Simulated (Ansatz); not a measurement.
# Single-point calculation of HfO2 (part 1 of 2)

- system: HfO2 (P2₁/c, 24 atoms in the cell)
- method: DFT PBE, scalar-relativistic, plane waves, PAW, no spin polarisation (Ansatz 0.2.0)

The structure derives from a Materials Project entry. It belongs to a series of runs on one base structure; here: the perfect crystal in a cell of 24 atoms. Figures and captions count atoms from 1; the log counts them from 0 in places.

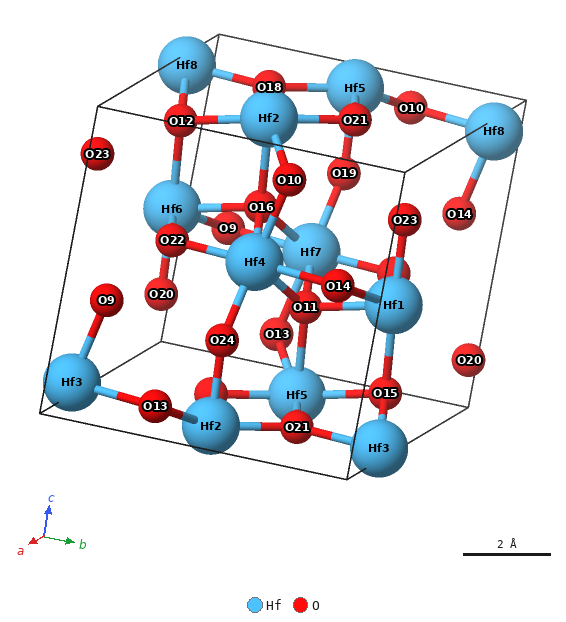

**Figure 1.** The structure (ball-and-stick view of the cell of the calculation, seen slightly off an axis; atoms are numbered from 1 in the order of the input).

## Input
```yaml
crystal:
  lattice:
    - [4.2678165505, 0.0, 5.2715618527]
    - [-5.1609167955, 5.2121152647, 0.0053389046]
    - [-5.1609167955, -5.2121152647, 0.0053389046]
  atoms:
    - { symbol: Hf, position: [0.7083729902, 0.9448509598, 0.4877877365] }
    - { symbol: Hf, position: [0.7083729902, 0.4448509598, 0.9877877365] }
    - { symbol: Hf, position: [0.7916270098, 0.0122122635, 0.0551490402] }
    - { symbol: Hf, position: [0.7916270098, 0.5122122635, 0.5551490402] }
    - { symbol: Hf, position: [0.2916270098, 0.5551490402, 0.0122122635] }
    - { symbol: Hf, position: [0.2916270098, 0.0551490402, 0.5122122635] }
    - { symbol: Hf, position: [0.2083729902, 0.4877877365, 0.4448509598] }
    - { symbol: Hf, position: [0.2083729902, 0.9877877365, 0.9448509598] }
    - { symbol: O, position: [0.9766468631, 0.1351251347, 0.3923385057] }
    - { symbol: O, position: [0.9766468631, 0.6351251347, 0.8923385057] }
    - { symbol: O, position: [0.5233531369, 0.6076614943, 0.3648748653] }
    - { symbol: O, position: [0.5233531369, 0.1076614943, 0.8648748653] }
    - { symbol: O, position: [0.0233531369, 0.3648748653, 0.1076614943] }
    - { symbol: O, position: [0.0233531369, 0.8648748653, 0.6076614943] }
    - { symbol: O, position: [0.4766468631, 0.8923385057, 0.1351251347] }
    - { symbol: O, position: [0.4766468631, 0.3923385057, 0.6351251347] }
    - { symbol: O, position: [0.3484179355, 0.8049726207, 0.4763247184] }
    - { symbol: O, position: [0.3484179355, 0.3049726207, 0.9763247184] }
    - { symbol: O, position: [0.1515820645, 0.5236752816, 0.6950273793] }
    - { symbol: O, position: [0.1515820645, 0.0236752816, 0.1950273793] }
    - { symbol: O, position: [0.6515820645, 0.6950273793, 0.0236752816] }
    - { symbol: O, position: [0.6515820645, 0.1950273793, 0.5236752816] }
    - { symbol: O, position: [0.8484179355, 0.9763247184, 0.8049726207] }
    - { symbol: O, position: [0.8484179355, 0.4763247184, 0.3049726207] }
basis:
  ecutwfc: 420
  xc_grid: 2
kpoints:
  mp_grid: { grid: [2, 2, 2], shift: [0.5, 0.5, 0.5] }
hamiltonian:
  xc: pbe
scf:
  occupations: { method: gaussian, width: 0.02 }
output:
  forces: true
  stress: true
  eigenvalues: true
  write_density: true
  write_potential: true
  elf: true
  volumetric_format: npy
```

Hardware: 8 threads of Arm Neoverse V1, 24 GiB of memory available, shared host.

Launched with:
```bash
ansatz run input.yaml --threads 8 --pin off --max-ram 16384MiB --backend cpu --events-out ev --progress --plain --runs-dir out
```

## What the program printed
```
Engine: ansatz 0.2.0, aarch64-unknown-linux-gnu
Pseudopotentials: kind: paw
Pseudopotential: Hf, paw, valence charge 26, recommended cutoff 420 eV (normal), Hf.paw.azcp
Pseudopotential: O, paw, valence charge 6, recommended cutoff 420 eV (normal), O.paw.azcp
Functional definition: PBE
  parameter kappa = 0.804
  parameter beta = 0.06672455060314922
  exchange = pbe_x(kappa = kappa, mu = beta*pi^2/3)
  correlation = pbe_c(beta = beta)
Crystal: 24 atoms, lattice volume = 283.840 Å³
Basis set: ecut = 420 eV, 5549 PW (Γ), exchange–correlation on 96×100×100 points (8 copies of the dense FFT grid, shifted against one another)
Bands: 183, of which v1, the nominal top of the filled ones, is band 152 counted from 1 (151 counted from 0)
Symmetry: 8 space group operations
Space group: P21/c (ITA 14), of the structure as read, at distance tolerance 6.6e-5 Å
k-points: 3 of 8
Non-local potential: Hf, projectors of the file, l = 0: 3, l = 1: 2, l = 2: 2, l = 3: 3
Non-local potential: O, projectors of the file, l = 0: 2, l = 1: 2, l = 2: 1
PAW form: soft (Blöchl's): semilocal exchange-correlation on the pseudo side does not see the compensation charge
PAW one-centre angular grid: Hf, 590 points (default); XC on 64 Gauss nodes
PAW one-centre angular grid: O, 110 points (default); XC on 64 Gauss nodes
Initial density: superposition of atomic densities (neutral atoms: chi_scale 0, normalization atom), corrected by the library's trained network
Initial wavefunctions: pseudopotential atomic-orbital guess
Functional: x = pbe(κ = 0.804, μ = 0.2195149727645171), c = pbe(β = 0.06672455060314922)
SCF iter   1: F=—  HF=-134893.433526 eV  |F-HF|=—  |Δ(HF+E_count)|=         —  Δρ=2.83e-3  dr2=9.11e-3  ethr=1.77e-3  ⟨swp⟩=6.0  Hψ=1649  notcnv=0  defer=52
preconditioner: auto → Resta (q_TF=auto, 2.760 Å⁻¹)  ε∞=5.3  [insulator: Δε(μ)=4.322 eV  Ē_g=18.026 eV  σ=0.020 eV  W_gap=1.00  n_scr=104 (ndim 8)  ℏωp=37.4 eV  f_vac=0.081  D(μ)=0.00/eV (n_scr^D=0)  ε∞_Penn≈5.3]
SCF iter   2: F=—  HF=-134893.436489 eV  |F-HF|=—  |Δ(HF+E_count)|=   2.96e-3  Δρ=1.45e-3  dr2=2.05e-3  ethr=3.00e-6  ⟨swp⟩=2.0  Hψ=1078  notcnv=0  defer=74
SCF iter   3: F=—  HF=-134893.438079 eV  |F-HF|=—  |Δ(HF+E_count)|=   1.59e-3  Δρ=5.35e-4  dr2=4.98e-4  ethr=6.73e-7  ⟨swp⟩=2.0  Hψ=825  notcnv=0  defer=74
SCF iter   4: F=—  HF=-134893.438331 eV  |F-HF|=—  |Δ(HF+E_count)|=   2.51e-4  Δρ=1.06e-4  dr2=2.95e-5  ethr=1.64e-7  ⟨swp⟩=2.0  Hψ=833  notcnv=0  defer=74
SCF iter   5: F=—  HF=-134893.438480 eV  |F-HF|=—  |Δ(HF+E_count)|=   1.49e-4  Δρ=5.01e-5  dr2=7.52e-6  ethr=9.70e-9  ⟨swp⟩=2.0  Hψ=833  notcnv=0  defer=74
SCF iter   6: F=—  HF=-134893.438482 eV  |F-HF|=—  |Δ(HF+E_count)|=   2.11e-6  Δρ=2.34e-5  dr2=1.29e-6  ethr=2.47e-9  ⟨swp⟩=2.0  Hψ=833  notcnv=0  defer=74
SCF iter   7: F=—  HF=-134893.438483 eV  |F-HF|=—  |Δ(HF+E_count)|=   2.18e-7  Δρ=6.40e-6  dr2=1.34e-7  ethr=4.25e-10  ⟨swp⟩=2.0  Hψ=833  notcnv=0  defer=74
SCF iter   8: F=-134893.438483 eV  HF=-134893.438483 eV  |F-HF|=8.90e-8  |Δ(HF+E_count)|=   2.40e-7  Δρ=3.39e-6  dr2=3.16e-8  ethr=3.29e-11  ⟨swp⟩=14.3  Hψ=4291  notcnv=0
SCF 1 converged in 8 iterations: F = -134893.438483 eV  dr2 = 3.16e-8
  greatest PAW one-centre occupation: 0.999 electrons in one spin orbital (limit 2), on the Hf atom at site 7 (counted from 0), in its partial waves of l = 0
```

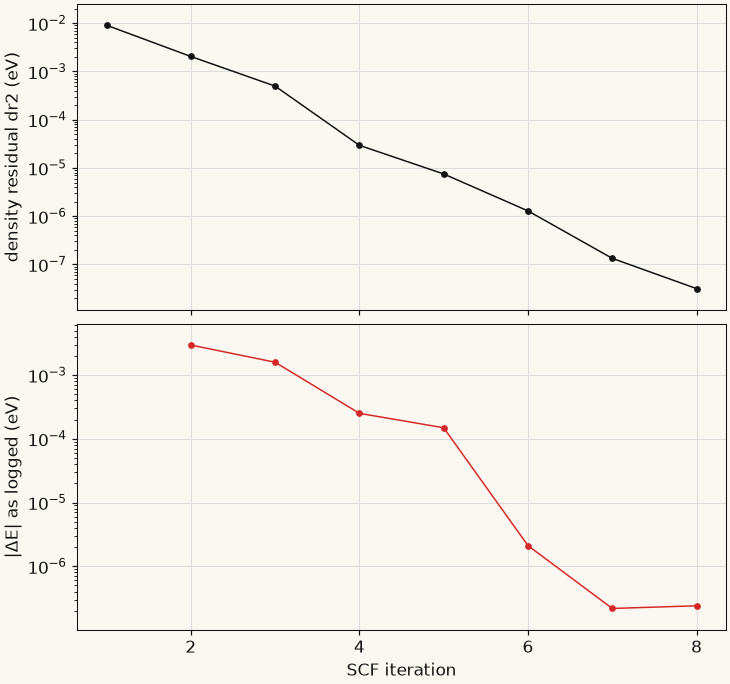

**Figure 2.** Convergence of the self-consistent field: density residual dr2 and size of the energy change against the SCF iteration. The residual falls at every step.

```
SCF converged after 8 iterations
Free energy (F): -134893.438483 eV
Harris-Foulkes:  -134893.438483 eV  (|F-HF|=8.90e-8)
Internal energy: -134893.438483 eV  (E = F + TS)
E sigma→0 (E₀):  -134893.438483 eV
Fermi energy:    15.808945 eV
--- Per-component energies (eV) ---
  E_band       = -131.810949
  E_kinetic    = 6167.209075
  E_local      = -49783.566031  (includes V_loc(G=0)·N_el)
  E_nonlocal   = -9176.860718
  E_hartree    = 22732.506582
  E_xc         = -3579.727329
  E_vxc        = -3634.865808  (∫ρ·V_xc dr)
  E_paw        = -57945.622156  (= ΣΔE_a)
  E_vpaw       = 10831.260439  (= ΣTr[D̂ρ^β])
  E_aug_tail   = 0.039722  (compensation charges beyond the density's cutoff)
  E_ewald      = -43307.417627
  E_smearing   = -0.000000  (= −TS)
  E_closure    = -0.000000  (closes the sum)
  Σ components = -134893.438483   (vs F -134893.438483, Δ=0.00e0)
--- Forces (eV/Å), atoms counted from 1 ---
  atom   1  Hf     0.00277787     0.00215911     0.00387265
  atom   2  Hf     0.00277787     0.00215911     0.00387265
  atom   3  Hf    -0.00277787     0.00215911    -0.00387265
  atom   4  Hf    -0.00277787     0.00215911    -0.00387265
  atom   5  Hf    -0.00277787    -0.00215911    -0.00387265
  atom   6  Hf    -0.00277787    -0.00215911    -0.00387265
  atom   7  Hf     0.00277787    -0.00215911     0.00387265
  atom   8  Hf     0.00277787    -0.00215911     0.00387265
  atom   9  O      0.00235377    -0.00092417    -0.00300239
  atom  10  O      0.00235377    -0.00092417    -0.00300239
  atom  11  O     -0.00235377    -0.00092417     0.00300239
  atom  12  O     -0.00235377    -0.00092417     0.00300239
  atom  13  O     -0.00235377     0.00092417     0.00300239
  atom  14  O     -0.00235377     0.00092417     0.00300239
  atom  15  O      0.00235377     0.00092417    -0.00300239
  atom  16  O      0.00235377     0.00092417    -0.00300239
  atom  17  O      0.00049558     0.00252589    -0.00139123
  atom  18  O      0.00049558     0.00252589    -0.00139123
  atom  19  O     -0.00049558     0.00252589     0.00139123
  atom  20  O     -0.00049558     0.00252589     0.00139123
  atom  21  O     -0.00049558    -0.00252589     0.00139123
  atom  22  O     -0.00049558    -0.00252589     0.00139123
  atom  23  O      0.00049558    -0.00252589    -0.00139123
  atom  24  O      0.00049558    -0.00252589    -0.00139123
  max |Σ_I F_I| component: 2.08e-17 eV/Å
--- Stress (GPa, compression-positive) ---
        0.024484       0.000000      -0.004110
        0.000000      -0.000942       0.000000
       -0.004110       0.000000       0.037206
  P = ⅓ Tr σ = 0.0202 GPa (0.202 kbar)
--- Band table (eV) ---
```
